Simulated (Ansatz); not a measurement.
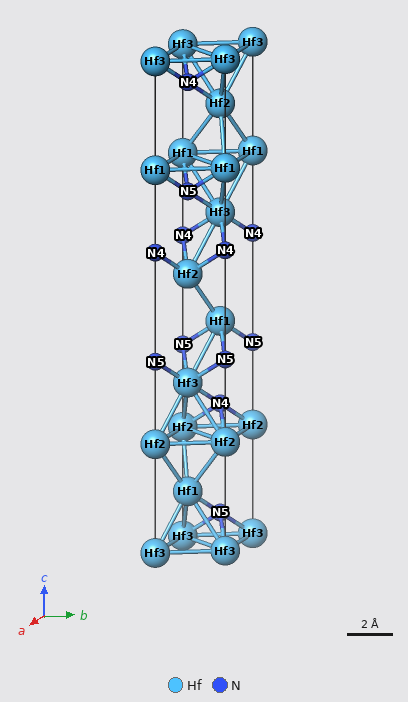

*The structure (ball-and-stick view of the cell 3 times as large as that of the calculation, set on its symmetry axes, seen slightly off an axis; atoms are numbered from 1 in the order of the input). An atom can appear more than once, as a periodic image.*

Optical-spectrum calculation, with input and output: Hf$_{3}$N$_{2}$

- system: Hf$_{3}$N$_{2}$ (R-3m, 5 atoms in the cell)
- method: DFT PBEsol, scalar-relativistic, plane waves, PAW, no spin polarisation (Ansatz 0.2.0)

The structure derives from a Materials Project entry. It belongs to a series of runs on one base structure; here: independent-particle dielectric function. Figures and captions count atoms from 1; the log counts them from 0 in places.

The input:
```yaml
crystal:
  lattice:
    - [1.5966126554, 0.9218047464, 7.7100350222]
    - [-1.5966126554, 0.9218047464, 7.7100350222]
    - [0.0, -1.8436094928, 7.7100350222]
  atoms:
    - { symbol: Hf, position: [0.7787494638, 0.7787494638, 0.7787494638] }
    - { symbol: Hf, position: [0.2212505362, 0.2212505362, 0.2212505362] }
    - { symbol: Hf, position: [0.0, 0.0, 0.0] }
    - { symbol: "N", position: [0.611052949, 0.611052949, 0.611052949] }
    - { symbol: "N", position: [0.388947051, 0.388947051, 0.388947051] }
basis:
  ecutwfc: 420
kpoints:
  mp_grid: { grid: [12, 12, 12] }
hamiltonian:
  xc: pbesol
scf:
  occupations: { method: fermi_dirac, width: 0.15 }
  n_extra_bands: 20
output:
  eigenvalues: true
  optics: { e_range: [0, 14], sigma: 0.1, nscf_kmesh: { grid: [24, 24, 24] } }
checkpoint:
  read: start.run
  write: ck
  compress: false
  write_wavefunctions: false
  write_every: 100000
```

Launch command:
```bash
ansatz run input.yaml --threads 2 --pin off --max-ram 6144MiB --backend cpu --events-out ev --progress --plain --runs-dir out
```

The program's output:
```
Warning: checkpoint.read: basis.xc_grid differs: saved 2, current 1 (points along each axis for each point of the dense box; where the key is left out runs that use forces, runs that use the stress, dielectric runs by a finite field, finite-displacement phonons, runs of phonons.displacement_patterns under a GGA or a meta-GGA, phonons by method: dfpt, dielectric runs by the response, runs on support functions, runs on PAW files under a meta-GGA or a hybrid on one, runs at kind: all_electron or under a hybrid on a GGA, runs under a text's formulas of a gradient, and runs on PAW files that evaluate rPW86 or Becke's exchange or LYP's correlation can take a finer level, which can go by the root key accuracy; a number is taken as typed: the saved number, typed, holds this deck to the state's level, where the deck is accepted there); the SCF iterates at this deck's level from the saved density; a trajectory continued from that state goes on on another energy surface; basis.xc_grid: 2, typed and accepted, keeps it on the saved one
basis.fft_grid_basis auto: the FFT boxes are laid along the combinations [[1, 0, -1], [0, 1, -1], [0, 0, 1]] of the cell's own vectors, 3.193, 3.193 and 7.927 Å long. The dense box has 24×24×54 points. Along the cell's own vectors, as sized, it would have 54×54×54, 5.06 times as many. Of the 12 symmetry operations that the crystal satisfies within crystal.symmetry.tolerance (time reversal apart; of a slab, those that keep its plane) the dense box along the cell's own vectors carries 12, and the one as laid loses 8 of those. basis.fft_grid_basis: typed keeps the cell's own vectors: state it where this run's energies or levels are differenced outside the engine with another run's, or held beside a run that keeps those vectors.
scf.n_extra_bands = 20 over 44 filled bands (N_el = 88.0): the run solves 64 bands
Engine: ansatz 0.2.0, x86_64-unknown-linux-gnu
Pseudopotentials: kind: paw
Pseudopotential: Hf, paw, valence charge 26, recommended cutoff 420 eV (normal), Hf.paw.azcp
Pseudopotential: N, paw, valence charge 5, recommended cutoff 420 eV (normal), N.paw.azcp
Functional definition: PBEsol
  exchange = pbesol_x
  correlation = pbesol_c
Crystal: 5 atoms, lattice volume = 68.084 Å³
Basis set: ecut = 420 eV, 1321 PW (Γ), FFT grids on a1−a3, a2−a3, a3
Bands: 64, of which v1, the nominal top of the filled ones, is band 44 counted from 1 (43 counted from 0)
Symmetry: 12 space group operations
Space group: R-3m (ITA 166), of the structure as read, at distance tolerance 4.1e-5 Å
k-points: 189 of 1728
Non-local potential: Hf, projectors of the file, l = 0: 3, l = 1: 2, l = 2: 2, l = 3: 3
Non-local potential: N, projectors of the file, l = 0: 2, l = 1: 2, l = 2: 1
PAW form: soft (Blöchl's): semilocal exchange-correlation on the pseudo side does not see the compensation charge
PAW frozen core: Hf, regenerated for the run's functional, and the local potential with it (the file was generated under x = pbe(κ = 0.804, μ = 0.2195149727645171), c = pbe(β = 0.06672455060314922))
PAW frozen core: N, regenerated for the run's functional, and the local potential with it (the file was generated under x = pbe(κ = 0.804, μ = 0.2195149727645171), c = pbe(β = 0.06672455060314922))
PAW one-centre angular grid: Hf, 590 points (default); XC on 64 Gauss nodes
PAW one-centre angular grid: N, 110 points (default); XC on 64 Gauss nodes
Initial density: read from a saved state, or passed on in memory by an earlier SCF of this step, an earlier step, the calling program or the single point that the run made first
Initial wavefunctions: pseudopotential atomic-orbital guess
Functional: x = pbesol(κ = 0.804, μ = 0.12345679012345678), c = pbesol(β = 0.046)
iter 1 solved again at ethr=1.27e-8 eV; its pass at ethr=3.10e-3 eV (dr2=1.12e-5 eV) is discarded
SCF iter   1: F=—  HF=-47558.948374 eV  |F-HF|=—  |Δ(HF+E_count)|=         —  Δρ=2.63e-7  dr2=1.79e-11  ethr=1.27e-8  ⟨swp⟩=4.0  Hψ=77385  notcnv=0
eigensolver tolerance schedule: the retry pair's looser diagonalisation over-reported the residual by 626089.20 of it (diagonalisation noise at an unbounded share of the residual, at the tolerance the schedule requests for it); recorded, not acted on — ethr = c·dr2/N_el stays at c = 1.0e-1
preconditioner: auto → Kerker (q_TF=auto, 2.848 Å⁻¹)  [metal: Δε(μ)=0.013 eV  Ē_g=21.345 eV  σ=0.150 eV  W_gap=0.02  n_scr=30 (ndim 8)  ℏωp=40.8 eV  f_vac=0.000  D(μ)=1.83/eV (n_scr^D=4)]
SCF iter   2: F=—  HF=-47558.948373 eV  |F-HF|=—  |Δ(HF+E_count)|=   6.20e-7  Δρ=2.41e-7  dr2=2.00e-11  ethr=1.00e-12  ⟨swp⟩=4.2  Hψ=32349  notcnv=0
iter 3 did not close the SCF: its close was put off for the readings that it lacked (scf_convergence_deferred on its scf_iter line)
SCF iter   3: F=-47558.948373 eV  HF=-47558.948373 eV  |F-HF|=1.46e-11  |Δ(HF+E_count)|=    0.00e0  Δρ=1.64e-7  dr2=9.15e-12  ethr=1.00e-12  ⟨swp⟩=1.0  Hψ=12097  notcnv=0
iter 4 did not close the SCF: its close was put off for the readings that it lacked (scf_convergence_deferred on its scf_iter line)
SCF iter   4: F=-47558.948373 eV  HF=-47558.948373 eV  |F-HF|=7.28e-12  |Δ(HF+E_count)|=    0.00e0  Δρ=2.87e-8  dr2=4.29e-13  ethr=1.00e-12  ⟨swp⟩=1.0  Hψ=12097  notcnv=0
iter 5 did not close the SCF: its close was put off for the readings that it lacked (scf_convergence_deferred on its scf_iter line)
SCF iter   5: F=-47558.948373 eV  HF=-47558.948373 eV  |F-HF|=0.00e0  |Δ(HF+E_count)|=    0.00e0  Δρ=2.12e-8  dr2=1.98e-13  ethr=1.00e-12  ⟨swp⟩=1.0  Hψ=12142  notcnv=0
iter 6 did not close the SCF: its close was put off for the readings that it lacked (scf_convergence_deferred on its scf_iter line)
SCF iter   6: F=-47558.948373 eV  HF=-47558.948373 eV  |F-HF|=0.00e0  |Δ(HF+E_count)|=    0.00e0  Δρ=1.40e-8  dr2=9.87e-14  ethr=1.00e-12  ⟨swp⟩=1.0  Hψ=12107  notcnv=0
SCF iter   7: F=-47558.948373 eV  HF=-47558.948373 eV  |F-HF|=0.00e0  |Δ(HF+E_count)|=    0.00e0  Δρ=5.63e-9  dr2=1.76e-14  ethr=1.00e-12  ⟨swp⟩=2.2  Hψ=29458  notcnv=0
SCF 1 converged in 7 iterations: F = -47558.948373 eV  dr2 = 1.76e-14
  greatest PAW one-centre occupation: 0.998 electrons in one spin orbital (limit 2), on the Hf atom at site 1 (counted from 0), in its partial waves of l = 0
NSCF: frozen V_eff on 1313 k-points
Optics k sum: 0 of 1313 k-points
Optics k sum: 66 of 1313 k-points
Optics k sum: 132 of 1313 k-points
Optics k sum: 197 of 1313 k-points
Optics k sum: 263 of 1313 k-points
Optics k sum: 329 of 1313 k-points
Optics k sum: 394 of 1313 k-points
Optics k sum: 460 of 1313 k-points
Optics k sum: 526 of 1313 k-points
Optics k sum: 591 of 1313 k-points
Optics k sum: 657 of 1313 k-points
Optics k sum: 723 of 1313 k-points
Optics k sum: 788 of 1313 k-points
Optics k sum: 854 of 1313 k-points
Optics k sum: 920 of 1313 k-points
Optics k sum: 985 of 1313 k-points
Optics k sum: 1051 of 1313 k-points
Optics k sum: 1117 of 1313 k-points
Optics k sum: 1182 of 1313 k-points
Optics k sum: 1248 of 1313 k-points
Optics k sum: 1313 of 1313 k-points
Optics k sum: 0 of 1313 k-points
Optics k sum: 66 of 1313 k-points
Optics k sum: 132 of 1313 k-points
Optics k sum: 197 of 1313 k-points
Optics k sum: 263 of 1313 k-points
Optics k sum: 329 of 1313 k-points
Optics k sum: 394 of 1313 k-points
Optics k sum: 460 of 1313 k-points
Optics k sum: 526 of 1313 k-points
Optics k sum: 591 of 1313 k-points
Optics k sum: 657 of 1313 k-points
Optics k sum: 723 of 1313 k-points
Optics k sum: 788 of 1313 k-points
Optics k sum: 854 of 1313 k-points
Optics k sum: 920 of 1313 k-points
Optics k sum: 985 of 1313 k-points
Optics k sum: 1051 of 1313 k-points
Optics k sum: 1117 of 1313 k-points
Optics k sum: 1182 of 1313 k-points
Optics k sum: 1248 of 1313 k-points
Optics k sum: 1313 of 1313 k-points
SCF converged after 7 iterations
Free energy (F): -47558.948373 eV
Harris-Foulkes:  -47558.948373 eV  (|F-HF|=0.00e0)
Internal energy: -47558.807149 eV  (E = F + TS)
E sigma→0 (E₀):  -47558.877761 eV
Entropy (-TS):   -0.141224 eV (-28.245 meV/atom)
Fermi energy:    22.062354 eV
--- Per-component energies (eV) ---
  E_band       = 387.630420
  E_kinetic    = 1537.123678
  E_local      = -14615.446294  (includes V_loc(G=0)·N_el)
  E_nonlocal   = -3623.751147
  E_hartree    = 6912.109663
  E_xc         = -1015.464771
  E_vxc        = -954.546869  (∫ρ·V_xc dr)
  E_paw        = -20666.963047  (= ΣΔE_a)
  E_vpaw       = 4220.031553  (= ΣTr[D̂ρ^β])
  E_aug_tail   = 0.000183  (compensation charges beyond the density's cutoff)
  E_ewald      = -16090.224887
  E_core_change = 3.809472  (= ΣΔE_core)
  E_smearing   = -0.141224  (= −TS)
  E_closure    = -0.000000  (closes the sum)
  Σ components = -47558.948373   (vs F -47558.948373, Δ=0.00e0)
--- Band table (eV; the first three rows and the last of 189) ---
  k-point 0: bands = ["-40.3578", "-39.5869", "-39.5523", "-9.3933", "-8.8498", "-8.8498", "-8.6374", "-8.0863", "-8.0283", "-8.0283", "-7.9642", "-7.9642", "5.4787", "6.9239", "9.7101", "9.7101", "9.7135", "9.7594", "9.7670", "9.7670", "9.7939", "10.4637", "10.4751", "10.4751", "10.4827", "10.4828", "10.4828", "10.4948", "10.5055", "10.5211", "10.5211", "10.5316", "10.5316", "10.5595", "10.5613", "14.1139", "16.6825", "16.6825", "16.8709", "18.4183", "18.4183", "19.0305", "22.4869", "22.5481", "22.7736", "22.7736", "23.9326", "23.9326", "24.1788", "24.1788", "24.8409", "25.7675", "26.3513", "26.3513", "26.6689", "28.0485", "28.0485", "29.1487", "29.1487", "33.4628", "33.7279", "34.4352", "36.4488", "36.4488"]
  k-point 1: bands = ["-40.3550", "-39.5838", "-39.5502", "-9.3804", "-8.9138", "-8.8611", "-8.6097", "-8.1128", "-8.0487", "-8.0401", "-8.0101", "-7.9719", "5.5873", "6.9040", "9.7119", "9.7131", "9.7168", "9.7606", "9.7641", "9.7664", "9.7888", "10.4678", "10.4735", "10.4773", "10.4819", "10.4851", "10.4852", "10.4979", "10.5090", "10.5195", "10.5200", "10.5302", "10.5309", "10.5553", "10.5570", "14.3019", "16.3456", "16.7388", "17.2421", "17.7737", "18.3293", "19.4125", "21.6964", "22.5994", "22.9265", "23.0143", "23.8076", "23.8326", "24.6698", "24.7269", "25.0550", "25.6534", "26.3725", "26.3810", "26.6523", "27.6619", "28.3903", "29.3962", "29.5790", "33.7993", "34.0209", "34.4546", "36.4514", "36.5513"]
  k-point 2: bands = ["-40.3473", "-39.5752", "-39.5447", "-9.3450", "-9.0660", "-8.8918", "-8.5559", "-8.2102", "-8.1419", "-8.0717", "-8.0673", "-7.9933", "5.8774", "6.8469", "9.7185", "9.7214", "9.7262", "9.7541", "9.7642", "9.7660", "9.7759", "10.4703", "10.4785", "10.4829", "10.4831", "10.4916", "10.4917", "10.5022", "10.5130", "10.5175", "10.5212", "10.5274", "10.5277", "10.5442", "10.5473", "14.8077", "16.0762", "16.7926", "16.8660", "17.5845", "18.1206", "19.7442", "20.8612", "22.0777", "23.3693", "23.5000", "24.0796", "24.0811", "24.4172", "25.5566", "25.6112", "26.1074", "26.4584", "26.4840", "26.8205", "27.1135", "29.2604", "30.1300", "30.2326", "34.1771", "34.3593", "34.9539", "36.3472", "36.7912"]
  k-point 188: bands = ["-40.3578", "-39.5876", "-39.5516", "-9.4361", "-8.8499", "-8.8499", "-8.4650", "-8.2188", "-8.0269", "-8.0269", "-7.9656", "-7.9656", "5.5575", "6.8269", "9.7101", "9.7101", "9.7114", "9.7525", "9.7670", "9.7670", "9.7939", "10.4580", "10.4704", "10.4781", "10.4781", "10.4803", "10.4803", "10.4815", "10.5232", "10.5232", "10.5287", "10.5287", "10.5365", "10.5595", "10.5613", "14.4051", "16.1573", "16.7261", "16.7261", "18.3214", "18.3214", "20.3337", "21.1680", "22.4659", "22.4659", "23.4729", "23.6620", "24.8487", "24.8487", "25.0043", "25.0043", "25.8563", "25.8563", "25.8844", "25.9046", "25.9046", "27.4926", "30.6425", "30.6425", "32.9129", "33.3440", "36.4853", "36.9778", "36.9778"]
```

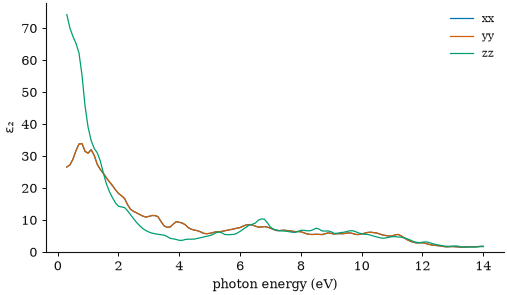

*Imaginary part of the dielectric function from interband transitions of independent particles.*

Its largest value, about 43 on average over the axes, is at 0.7 eV.

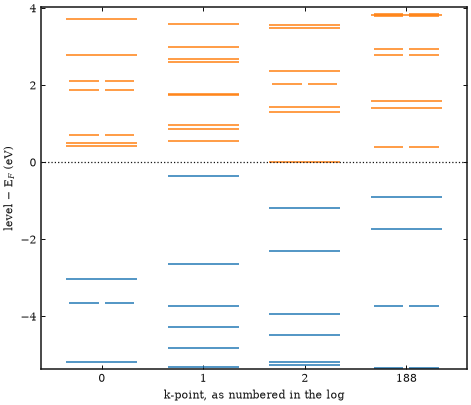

*Kohn–Sham levels near the Fermi level (dotted) at the few k-points that the log prints; levels within 0.02 eV of each other stand side by side.*

The system is metallic on the full mesh.

Key numbers:

```tsv
quantity	value
outcome	converged
space group (tolerance 0.01 Å)	R-3m (166)
electrons treated	88
free energy	−47558.9484 eV
Fermi energy	22.062 eV
gap on the k-point mesh	none (metallic)
hardware	2 threads of Oxide Virtual Turin-like (Zen 5), 32 GiB of memory available, shared host
wall time	25 min (CPU time 37 min)
peak memory	4.5 GiB
```

Remarks:

Results for this metal are sensitive to the k-point mesh. The program warns: the optical spectrum is taken on partly filled bands. Spin–orbit coupling is left out, which matters for Hf.
